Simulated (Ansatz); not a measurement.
Run report: ZrO₂, single-point calculation (part 2 of 2)

The same run, continued: ZrO₂ (P4₂/nmc, 48 atoms in the cell); DFT PBE, scalar-relativistic, plane waves, PAW, no spin polarisation (Ansatz 0.2.0); cutoff 420 eV, 2×2×2 k-mesh, Gaussian smearing of 0.01 eV. The structure derives from a Materials Project entry. It belongs to a series of runs on one base structure; here: the perfect crystal in a cell of 48 atoms.

## Log, continued
```
  k-point 0: bands = ["-36.7234", "-36.7234", "-36.7234", "-36.7234", "-36.7008", "-36.7008", "-36.7008", "-36.7008", "-36.6967", "-36.6967", "-36.6967", "-36.6967", "-36.6967", "-36.6967", "-36.6967", "-36.6967", "-15.1762", "-15.1762", "-15.1762", "-15.1762", "-15.1762", "-15.1762", "-15.1762", "-15.1762", "-15.1361", "-15.1361", "-15.1361", "-15.1361", "-14.9385", "-14.9385", "-14.9385", "-14.9385", "-14.8852", "-14.8852", "-14.8852", "-14.8852", "-14.8852", "-14.8852", "-14.8852", "-14.8852",
      "-14.8810", "-14.8810", "-14.8810", "-14.8810", "-14.7479", "-14.7479", "-14.7479", "-14.7479", "-14.7479", "-14.7479", "-14.7479", "-14.7479", "-14.7086", "-14.7086", "-14.7086", "-14.7086", "-14.6825", "-14.6825", "-14.6825", "-14.6825", "-14.6435", "-14.6435", "-14.6435", "-14.6435", "-6.0752", "-6.0752", "-6.0752", "-6.0752", "-5.4464", "-5.4464", "-5.4464", "-5.4464", "-5.3250", "-5.3250", "-5.3250", "-5.3250", "-5.3250", "-5.3250", "-5.3250", "-5.3250",
      "-5.0724", "-5.0724", "-5.0724", "-5.0724", "-4.9352", "-4.9352", "-4.9352", "-4.9352", "-4.9352", "-4.9352", "-4.9352", "-4.9352", "-4.8726", "-4.8726", "-4.8726", "-4.8726", "6.4176", "6.4176", "6.4176", "6.4176", "6.6164", "6.6164", "6.6164", "6.6164", "6.6164", "6.6164", "6.6164", "6.6164", "6.6986", "6.6986", "6.6986", "6.6986", "6.9011", "6.9011", "6.9011", "6.9011", "7.5248", "7.5248", "7.5248", "7.5248",
      "7.5248", "7.5248", "7.5248", "7.5248", "7.6849", "7.6849", "7.6849", "7.6849", "7.7529", "7.7529", "7.7529", "7.7529", "7.7529", "7.7529", "7.7529", "7.7529", "7.8075", "7.8075", "7.8075", "7.8075", "8.0679", "8.0679", "8.0679", "8.0679", "9.0990", "9.0990", "9.0990", "9.0990", "9.4108", "9.4108", "9.4108", "9.4108", "9.4108", "9.4108", "9.4108", "9.4108", "9.4900", "9.4900", "9.4900", "9.4900",
      "9.5698", "9.5698", "9.5698", "9.5698", "9.8176", "9.8176", "9.8176", "9.8176", "9.8176", "9.8176", "9.8176", "9.8176", "9.8599", "9.8599", "9.8599", "9.8599", "9.8986", "9.8986", "9.8986", "9.8986", "10.2257", "10.2257", "10.2257", "10.2257", "10.2257", "10.2257", "10.2257", "10.2257", "10.4407", "10.4407", "10.4407", "10.4407", "15.4079", "15.4079", "15.4079", "15.4079", "15.4387", "15.4387", "15.4387", "15.4387",
      "15.5598", "15.5598", "15.5598", "15.5598", "15.5598", "15.5598", "15.5598", "15.5598", "15.8491", "15.8491", "15.8491", "15.8491", "15.8548", "15.8548", "15.8548", "15.8548", "15.9621", "15.9621", "15.9621", "15.9621", "15.9621", "15.9621", "15.9621", "15.9621", "17.1018", "17.1018", "17.1018", "17.1018", "17.1018", "17.1018", "17.1018", "17.1018", "17.4438", "17.4438", "17.4438", "17.4438", "18.0711", "18.0711", "18.0711", "18.0711"]
  k-point 1: bands = ["-36.7346", "-36.7153", "-36.7153", "-36.7124", "-36.7124", "-36.7043", "-36.7043", "-36.7043", "-36.7043", "-36.6968", "-36.6964", "-36.6964", "-36.6960", "-36.6935", "-36.6935", "-36.6902", "-15.2217", "-15.2062", "-15.1962", "-15.1962", "-15.1779", "-15.1428", "-15.1428", "-15.0923", "-15.0923", "-15.0890", "-15.0890", "-15.0715", "-15.0715", "-15.0373", "-15.0373", "-15.0006", "-15.0006", "-14.9611", "-14.9611", "-14.9056", "-14.8642", "-14.8441", "-14.8204", "-14.8204",
      "-14.7838", "-14.7817", "-14.7817", "-14.7707", "-14.7559", "-14.7507", "-14.7507", "-14.7504", "-14.7504", "-14.7378", "-14.7378", "-14.7319", "-14.7214", "-14.7214", "-14.7137", "-14.7137", "-14.6901", "-14.6901", "-14.6850", "-14.6850", "-14.6828", "-14.6828", "-14.6720", "-14.6516", "-6.4091", "-5.7575", "-5.7575", "-5.6895", "-5.6895", "-5.6568", "-5.6568", "-5.6350", "-5.6350", "-5.3938", "-5.2899", "-5.2899", "-5.2373", "-5.2044", "-5.1385", "-5.1385",
      "-5.0902", "-5.0902", "-5.0738", "-5.0738", "-5.0368", "-5.0255", "-5.0106", "-5.0106", "-4.9406", "-4.9406", "-4.8870", "-4.8870", "-4.8416", "-4.8416", "-4.8404", "-4.7772", "5.9682", "6.0374", "6.2176", "6.3785", "6.6046", "6.6046", "6.6093", "6.6797", "6.6797", "6.7118", "6.7118", "6.9150", "6.9150", "6.9548", "6.9548", "6.9858", "6.9858", "7.1128", "7.1128", "7.1988", "7.1988", "7.2009", "7.2009", "7.2598",
      "7.2598", "7.2821", "7.2952", "7.2952", "7.3263", "7.3263", "7.5277", "7.5465", "7.7172", "7.8619", "7.8619", "7.9485", "7.9934", "7.9934", "8.1229", "8.1229", "8.3781", "8.3781", "8.3890", "8.4561", "8.4561", "8.4948", "8.4948", "8.5090", "8.6061", "8.6061", "8.6332", "8.6332", "8.7622", "8.7622", "8.9535", "8.9736", "8.9736", "9.0148", "9.0148", "9.2157", "9.2358", "9.2358", "9.2796", "9.3582",
      "9.3582", "9.4986", "9.4986", "9.5025", "9.5025", "9.7426", "9.7426", "9.7799", "9.7799", "9.8175", "9.8175", "9.8278", "9.9009", "9.9059", "9.9933", "9.9933", "10.1213", "10.1860", "10.1860", "10.2016", "10.3164", "10.3391", "10.3391", "10.4542", "10.4567", "10.4567", "10.4623", "10.4623", "10.6038", "10.6499", "10.6902", "10.6902", "15.2018", "15.3638", "15.3638", "15.4007", "15.4007", "15.4054", "15.4054", "15.4332",
      "15.4332", "15.4839", "15.5416", "15.5416", "15.5459", "15.5459", "15.6289", "15.6675", "15.6675", "15.7604", "15.8657", "15.9081", "15.9081", "15.9111", "15.9156", "15.9156", "15.9359", "15.9359", "15.9578", "15.9723", "15.9723", "16.1775", "16.1775", "16.1873", "16.8627", "17.0634", "17.0634", "17.1028", "17.1028", "17.1830", "17.1830", "17.3329", "17.3329", "17.3973", "17.5100", "17.5100", "17.5383", "17.6087", "17.7777", "17.7887"]
  k-point 2: bands = ["-36.7358", "-36.7124", "-36.7124", "-36.7124", "-36.7124", "-36.7043", "-36.7043", "-36.7043", "-36.7043", "-36.7039", "-36.6964", "-36.6964", "-36.6964", "-36.6964", "-36.6890", "-36.6890", "-15.2360", "-15.2360", "-15.1891", "-15.1891", "-15.1891", "-15.1891", "-15.1602", "-15.0544", "-15.0544", "-15.0544", "-15.0544", "-15.0290", "-15.0290", "-15.0290", "-15.0290", "-14.9832", "-14.9832", "-14.9832", "-14.9832", "-14.9451", "-14.9451", "-14.8167", "-14.8167", "-14.8167",
      "-14.8167", "-14.7913", "-14.7913", "-14.7913", "-14.7913", "-14.7761", "-14.7761", "-14.7586", "-14.7345", "-14.7345", "-14.7345", "-14.7345", "-14.7304", "-14.7304", "-14.7001", "-14.7001", "-14.7001", "-14.7001", "-14.6675", "-14.6675", "-14.6675", "-14.6675", "-14.6386", "-14.6386", "-6.4520", "-5.6700", "-5.6700", "-5.6700", "-5.6700", "-5.6581", "-5.6581", "-5.6581", "-5.6581", "-5.4021", "-5.2677", "-5.2318", "-5.2318", "-5.2318", "-5.2318", "-5.2018",
      "-5.2018", "-5.0904", "-5.0904", "-5.0904", "-5.0904", "-5.0033", "-5.0033", "-5.0033", "-5.0033", "-4.8452", "-4.8452", "-4.8452", "-4.8452", "-4.8088", "-4.8088", "-4.8076", "6.0014", "6.0014", "6.4994", "6.6029", "6.6029", "6.7483", "6.7483", "6.7483", "6.7483", "6.7752", "6.7752", "6.7752", "6.7752", "6.7849", "6.7914", "6.7914", "6.7914", "6.7914", "6.9567", "6.9567", "6.9567", "6.9567", "7.3666", "7.3666",
      "7.3666", "7.3666", "7.5359", "7.5359", "7.5359", "7.5359", "7.6089", "7.6089", "7.6089", "7.6089", "7.7065", "7.7065", "7.8541", "7.8541", "8.2134", "8.2134", "8.2134", "8.2134", "8.4093", "8.4093", "8.6246", "8.6246", "8.6246", "8.6246", "8.7868", "8.7868", "8.7868", "8.7868", "8.9831", "8.9831", "8.9831", "8.9831", "9.1268", "9.1268", "9.1268", "9.1268", "9.1318", "9.1833", "9.1833", "9.1833",
      "9.1833", "9.3539", "9.3539", "9.6560", "9.6560", "9.6577", "9.6577", "9.6577", "9.6577", "9.7359", "9.8361", "9.8361", "9.9381", "9.9381", "9.9381", "9.9381", "10.2859", "10.2859", "10.2859", "10.2859", "10.3474", "10.3474", "10.3474", "10.3474", "10.4320", "10.4320", "10.4320", "10.4320", "10.4690", "10.4690", "10.6692", "10.6692", "14.9083", "15.2002", "15.2002", "15.2002", "15.2002", "15.5177", "15.5722", "15.5722",
      "15.5722", "15.5722", "15.6399", "15.6399", "15.6399", "15.6399", "15.6940", "15.8004", "15.8004", "15.8282", "15.8282", "15.8282", "15.8282", "15.8770", "15.8770", "15.8770", "15.8770", "15.9976", "15.9976", "15.9976", "15.9976", "16.1108", "16.3305", "16.3305", "16.8678", "16.8678", "17.0554", "17.0554", "17.0554", "17.0554", "17.1503", "17.1503", "17.4373", "17.4373", "17.4373", "17.4373", "17.6634", "17.6634", "17.6634", "17.6634"]
```

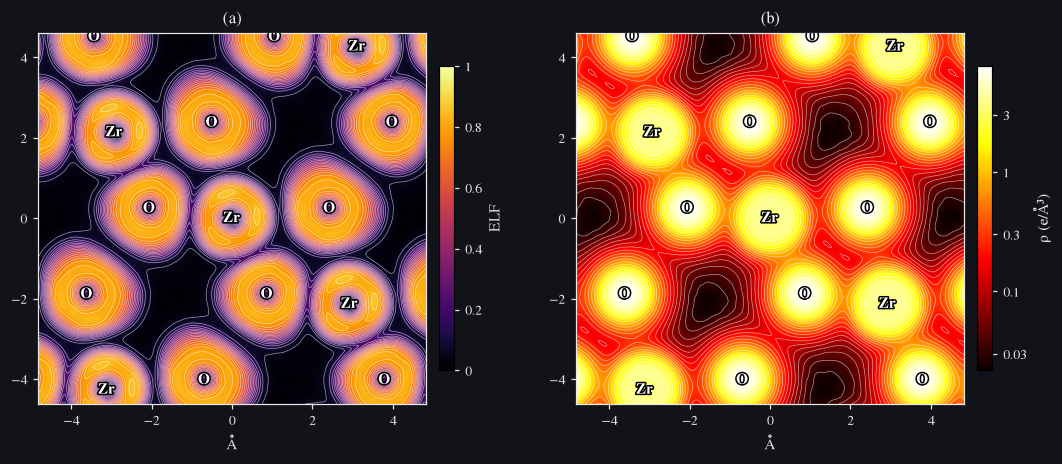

Fig. 1: (a) ELF; (b) valence pseudo-density on the (100) plane of the calculation cell. The plane passes through Zr and O nuclei. Zr–O (2.08 Å): the density is about 0.72 e/Å³ at the midpoint; the ELF peaks at about 0.85 in the valence shell of O, 0.6 Å from its nucleus, and drops to about 0.25 between the two atoms. Away from the nuclei the density in this plane falls to 0.02 e/Å³ at its lowest. The strong features right at Zr lie inside the PAW spheres (semicore, d or f shells) and say nothing about bonding. In a PAW calculation such maps are meaningful between the atoms, not at the nuclei.

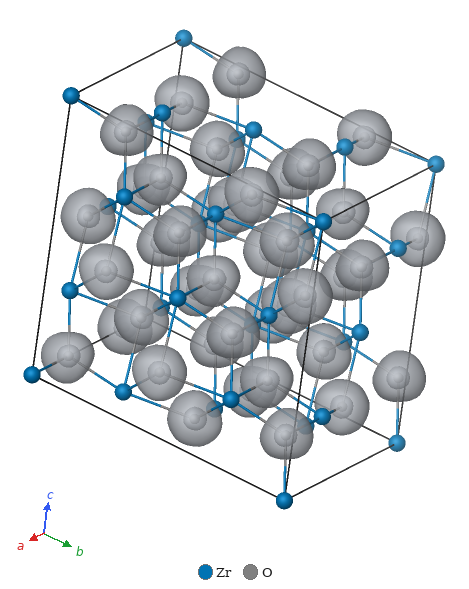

Fig. 2: Isosurface of the electron localisation function at 0.7 (grey), seen slightly off an axis. Only the valence region is drawn (cores and ρ < 0.01 e/Å³ removed). Sticks mark near contacts. The outline is the calculation cell. Profiles from the grid: Zr–O (2.08 Å): the ELF peaks at about 0.85 in the valence shell of O, 0.6 Å from its nucleus, and drops to about 0.25 between the two atoms.

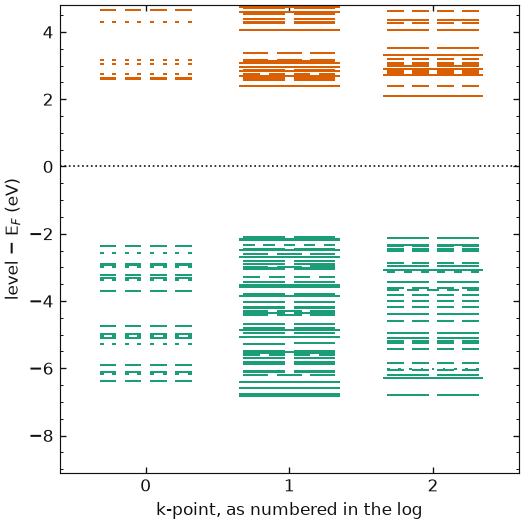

Fig. 3: Kohn–Sham levels near the Fermi level (dotted) at the few k-points that the log prints; levels within 0.02 eV of each other stand side by side. Among these points the highest filled and lowest empty levels are 4.22 eV apart, which is the gap on the mesh.

## Key numbers

| quantity | value |
| --- | --- |
| outcome | converged |
| space group (tolerance 0.01 Å) | P4₂/nmc (137) |
| electrons treated | 384 |
| free energy | −85182.7795 eV |
| Fermi energy | 12.799 eV |
| gap on the k-point mesh | 4.22 eV |
| pressure | 0.01 GPa |
| largest force (length of the vector) | 0.001 eV/Å |
| hardware | 4 threads of INTEL XEON PLATINUM @ 2.10GHz (Emerald Rapids), 24 GiB of memory available, shared host |
| wall time | 6 s (CPU time 22 s) |
| peak memory | 2.1 GiB |
